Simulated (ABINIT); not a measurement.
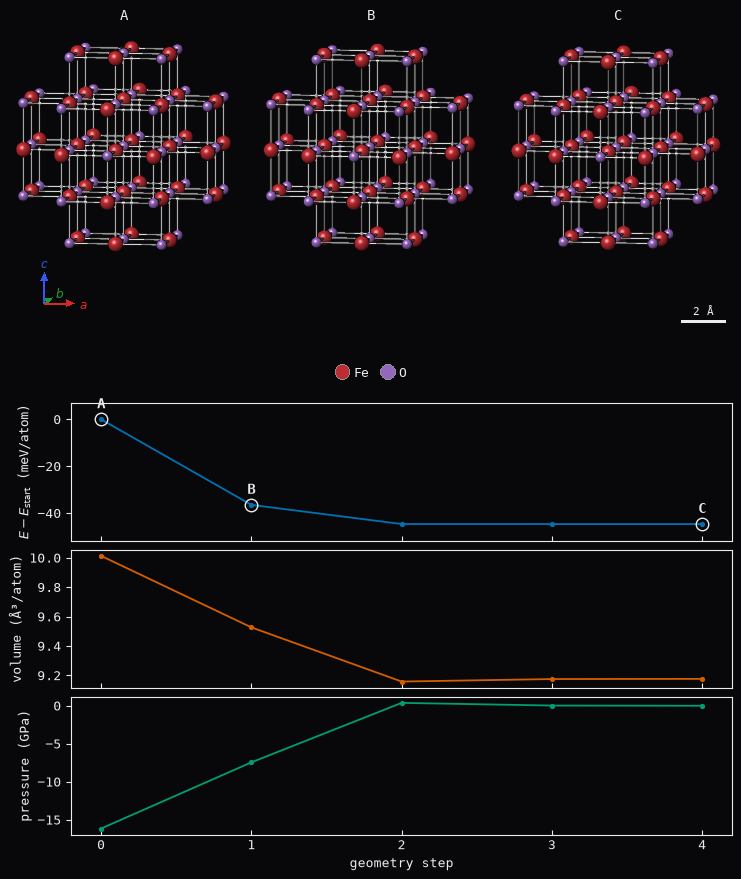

Frames of a relaxation of crystalline FeO (set up in Fm-3m), marked on the history of the run. Style: ball-and-stick. Shown: the conventional cell (4 times the calculation's cell), from a free direction. Lengths and directions refer to the drawn axes.

The run lets cell and atoms move.

The calculation used Kohn-Sham DFT of a periodic cell, LDA, PseudoDojo NC SR LDA v0.4.1 standard (ABINIT 10.8.3).

Input
```
# Pseudopotentials
pp_dirpath "./"
pseudos "Fe.upf, O.upf"

# Structure
acell 3*1.0 Angstrom
rprim
     0.0000000000     2.1554000000     2.1554000000
     2.1554000000     0.0000000000     2.1554000000
     2.1554000000     2.1554000000     0.0000000000
ntypat 2
znucl 26 8
natom 2
typat 1 2
chkprim 0
chksymtnons 0
tolsym 1.0e-6
xred
            0.0            0.0            0.0
            1/2            1/2            1/2

# Plane-wave basis
ecut 1251.723767 eV
ecutsm 0.5

# k points
kptopt 1
ngkpt 8 8 8
nshiftk 1
shiftk 0.0 0.0 0.0

# Exchange and correlation
ixc 7

# Bands and occupations
nband 16
occopt 3
tsmear 0.05 eV

# Spin
nsppol 2
spinat
     0.0000000000     0.0000000000     3.0000000000
     0.0000000000     0.0000000000     0.0000000000

# SCF cycle
nstep 80
tolvrs 1.0e-12

# Output
iomode 3
prteig 0
prtebands 0
prtwf 0
prtden 0

# Relaxation
ionmov 2
optcell 2
ntime 50
tolmxf 2.0e-5
dilatmx 1.08
```

Run as
```bash
abinit run.abi > log 2>&1
```

> Describe the path.

Over 4 geometry steps the energy falls by 44.6 meV per atom. All forces vanish by symmetry, so only the cell relaxes. The pressure goes from −16.15 to 0.00 GPa. No atom moves by more than 0.005 Å relative to the cell. The volume changes by −8.4 %, with a = b = c 4.311 → 4.187 Å (−2.9 %). Among the contacts that change: Fe–O 2.155 → 2.094 Å. The space group stays Fm-3m (No. 225). The run took 4 min on 1 thread of AMD EPYC 9R45 96-Core Processor (Zen 5) (shared host), peak memory 0.12 GiB. From step 0 to 1: volume −4.9 %, energy −36.4 meV per atom. From step 1 to 4: volume −3.7 %, energy −8.2 meV per atom.

Limits of the set-up: only the magnetic order of this start and cell was tried (total moment 4.0 μB per cell).
